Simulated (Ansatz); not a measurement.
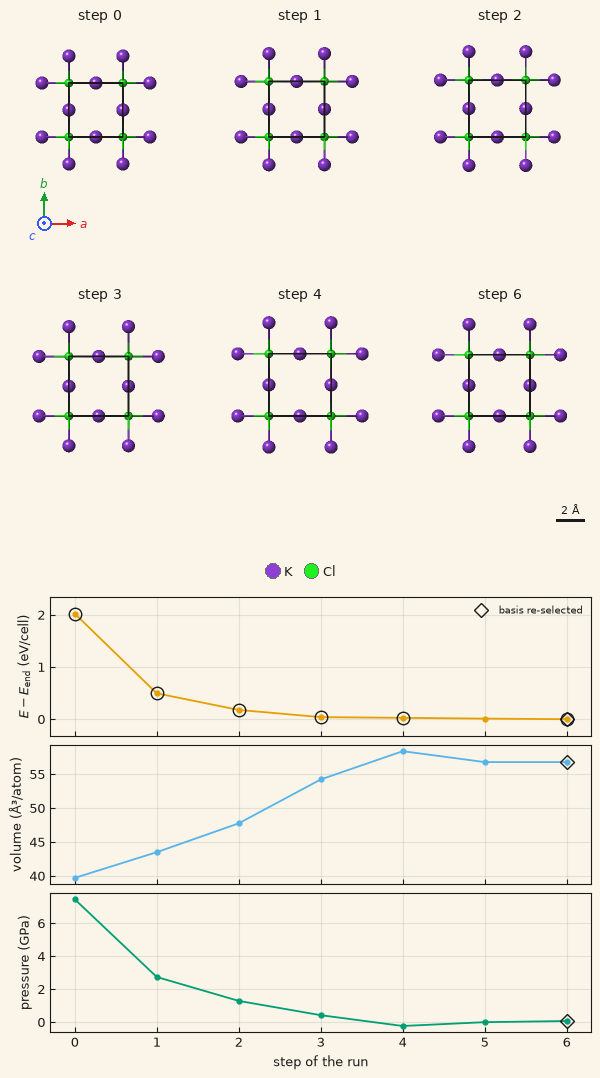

Frames of a relaxation of a crystal of K2Cl (a generated structure, set up in P4_2/mmc) (coarse preliminary run), marked on the history of the run. Style: ball-and-stick. Shown: the cell of the calculation, along the c axis.

Level of theory: Ansatz 0.2.0, DFT PBE, scalar-relativistic, plane waves, PAW. Settings: plane-wave cutoff 420 eV; k-point mesh 4 × 4 × 2; occupations gaussian; smearing width 0.1 eV; no spin polarisation; cell and atoms relaxed; force threshold 0.04 eV/Å; at most 70 steps.

Q: Describe the path.

A: The largest moves relative to the cell, 0.12 Å, are those of K atoms. Cl stays in place. The drawn cell changes as follows: a = b 3.992 → 4.520 Å (+13.2 %), c 14.953 → 16.680 Å (+11.5 %); the volume changes by +43.0 %. Among the contacts that change: Cl–K 2.626 → 3.033 Å. Bond angles that change, for instance: Cl–K–Cl 98.9° → 96.3°, K–Cl–K 98.9° → 96.3°. The space group stays P4_2/mmc (No. 131). After 5 accepted moves (6 points after the start) the energy has fallen by 2.024 eV per cell of the calculation. The largest force component goes from 1.8 to 0.00063 eV/Å. The pressure goes from 7.46 to 0.07 GPa. At 1 point the geometry stayed and the basis and grid were re-selected for the new cell (energy shift of 11.8 meV per cell of the calculation at most each time). The run took 25 s on 1 thread of Intel(R) Xeon(R) 6975P-C (Granite Rapids), on a shared host, peak memory 0.59 GiB. From step 0 to 1: K atoms move most (0.20 Å), volume +9.6 %, energy −1.527 eV per cell of the calculation. From step 1 to 2: K atoms move most (0.02 Å), volume +9.8 %, energy −0.318 eV per cell of the calculation. From step 2 to 3: K atoms move most (0.10 Å), volume +13.6 %, energy −0.138 eV per cell of the calculation. From step 3 to 4: K atoms move most (0.05 Å), volume +7.7 %, energy −13.5 meV per cell of the calculation. From step 4 to 6: K atoms move most (0.02 Å), volume −2.7 %, energy −26.6 meV per cell of the calculation.

Limits of the set-up: the k-point mesh is coarse for a cell with partly filled bands.
